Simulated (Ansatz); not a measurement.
Start from this file.

```cif
data_structure
_symmetry_space_group_name_H-M 'P 1'
_symmetry_Int_Tables_number 1
_cell_length_a 2.2420
_cell_length_b 7.3165
_cell_length_c 2.3765
_cell_angle_alpha 90.000
_cell_angle_beta 90.000
_cell_angle_gamma 90.000
_cell_volume 38.98
loop_
_atom_site_label
_atom_site_type_symbol
_atom_site_fract_x
_atom_site_fract_y
_atom_site_fract_z
_atom_site_occupancy
Cu1 Cu 0.00000 0.86613 0.25000 1
Cu2 Cu 0.50000 0.63387 0.75000 1
Cu3 Cu 0.50000 0.36613 0.25000 1
Cu4 Cu 0.00000 0.13387 0.75000 1
```

**Before looking at a picture, describe the arrangement of atoms.**

The element is copper. It belongs to space group Cmcm (No. 63) and has a base-centred orthorhombic lattice. The cell holds four atoms. The Cu atoms are each bonded to ten Cu at 2.24 to 2.38 Å. The bonds build a three-dimensional framework.

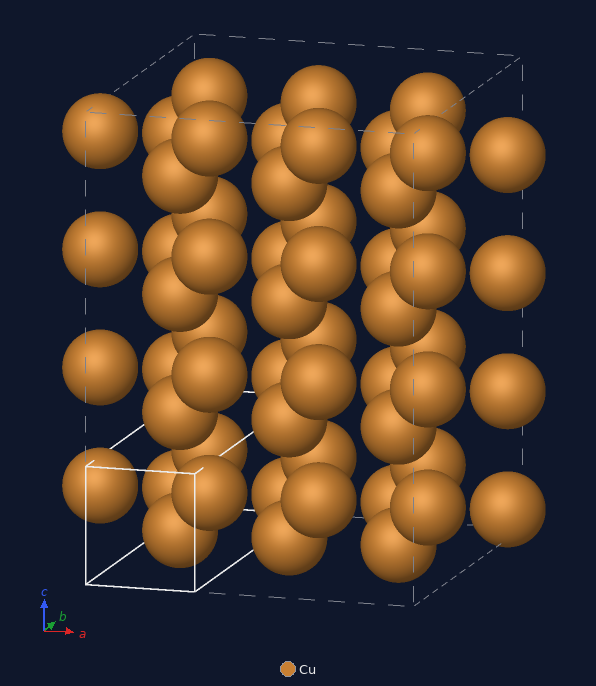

Spheres-only representation of a periodic structure, projected slightly off an axis. One conventional unit cell is drawn solid; the view covers 3×1×4 cells. Colours: copper orange.

The initial geometry was a structure listed in the Materials Project. The cell was then strained or its atoms displaced on purpose. A calculation with Ansatz used it as input.

At this level of theory the cell isn't at rest (compressed, at 49 GPa), so its distances can differ from those at equilibrium, the more so the softer the solid.
